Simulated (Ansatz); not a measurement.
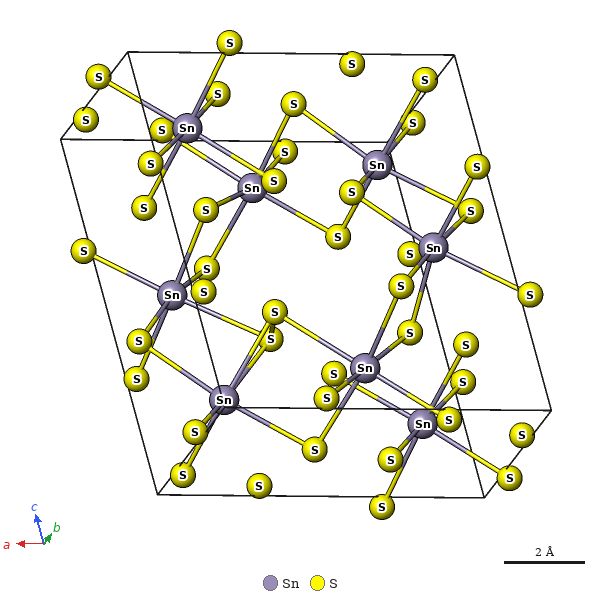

The figure gives a ball-and-stick picture of the atoms, viewed from a general direction. The parallelepiped is the supercell. The host is SnS$_{2}$, in a cell of 27 sites, and the cell carries a charge of -2.

### How does this supercell depart from the perfect host?

A tin vacancy. Around the empty site lie two S at about 1.9 Å.

Setup: Ansatz, DFT PBE, scalar-relativistic, plane waves, PAW; a 420 eV plane-wave basis, k-mesh 2×2×2, Gaussian smearing of 0.01 eV, collinear spins.

### Does the defect carry a magnetic moment?

No net moment.

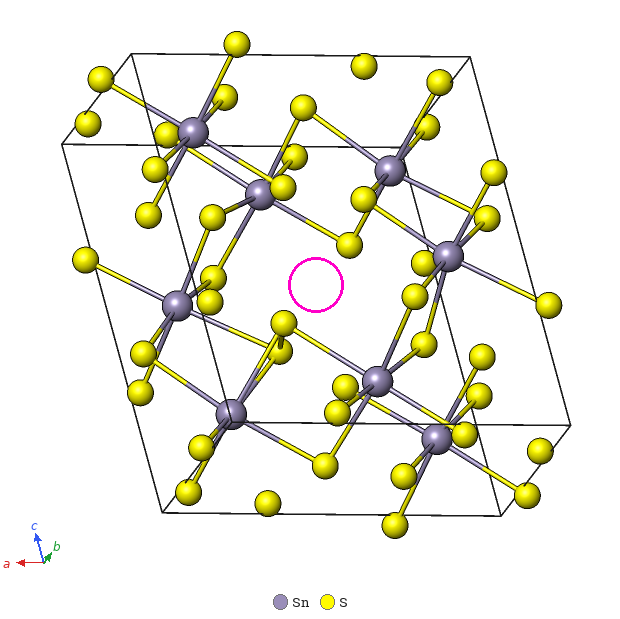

The same cell with a ring at the defect's site.

The atoms were relaxed in the host's cell with Ansatz, DFT PBE, scalar-relativistic, plane waves, PAW.
